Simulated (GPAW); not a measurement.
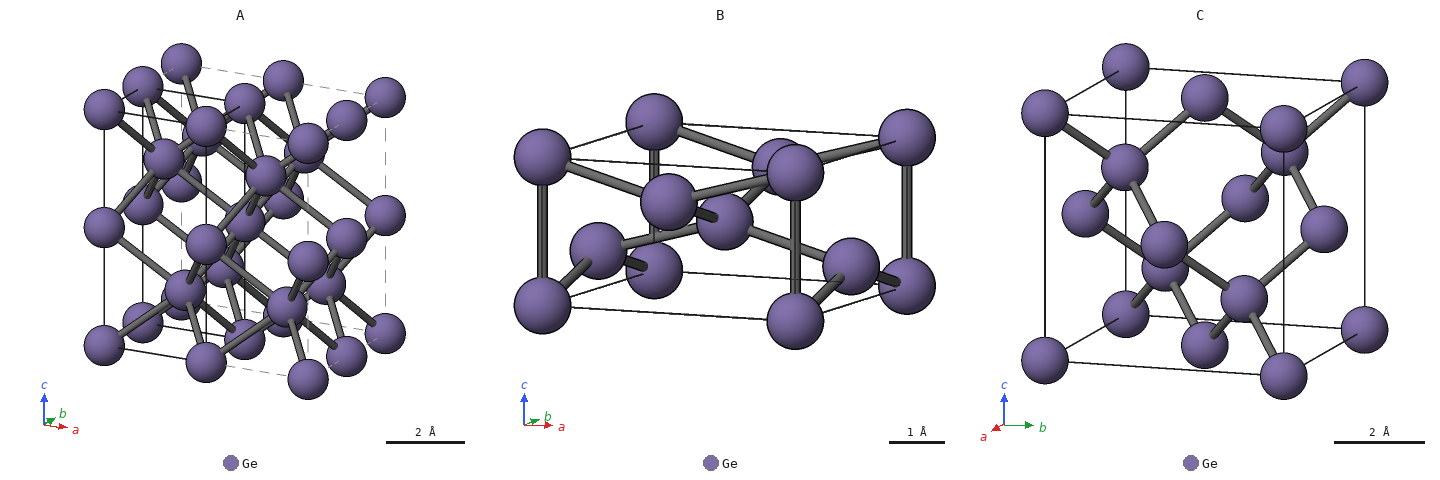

Three structures of Ge, each relaxed (cell and atoms) at zero pressure; conventional cells in solid outline, small ones repeated, each panel with its own scale. Alike in all runs: GPAW 26.7.0; functional PBEsol; dispersion D3(BJ); potentials PAW data sets generated in the run's folder for this functional; cutoff 600 eV; occupations fermi-dirac, width 0.05 eV; no spin polarisation; no spin-orbit coupling. The k meshes have like spacings.

### Name the structure in each panel.

A: 4 atoms a cell on a primitive hexagonal lattice, P6₃/mmc; B: β-tin type, I4₁/amd; C: diamond, Fd-3m.

### Which of these is lowest in energy, and how far above it do the others lie?

C, then B (+81 meV/atom) and A (+110 meV/atom), static energies at zero smearing.

### Could pressure favour another of these structures?

B is denser (17.7 against 22.3 Å³/atom), so pressure favours it. Setting PΔV equal to ΔE at fixed volumes gives a first estimate of 2.8 GPa for the crossing; compression of both forms, other phases and heat would move it.

### Collect the results in a table.

| panel | space group | E − E(lowest) (meV/atom) | volume (Å³/atom) | gap (eV) |
| --- | --- | --- | --- | --- |
| C | Fd-3m | 0 | 22.3 | 0.17 |
| B | I4₁/amd | 81 | 17.7 | metal |
| A | P6₃/mmc | 110 | 18.8 | metal |

The starts are database entries or structure types tried for this composition, and the most stable form need not be among them. Gaps are the least found on the k-mesh, which misses some points of high symmetry; where the band edges lie there, the true gap is smaller, at times by an eV.

Caveat: semilocal functionals underestimate gaps, so a compound with a small gap can come out metallic; later steps reuse the first step's grids; gaps of a few tenths of an eV or less are fragile: at this level of theory the bands may already be inverted off the mesh, while measured gaps, where the compound is known, are often wider than semilocal functionals give.
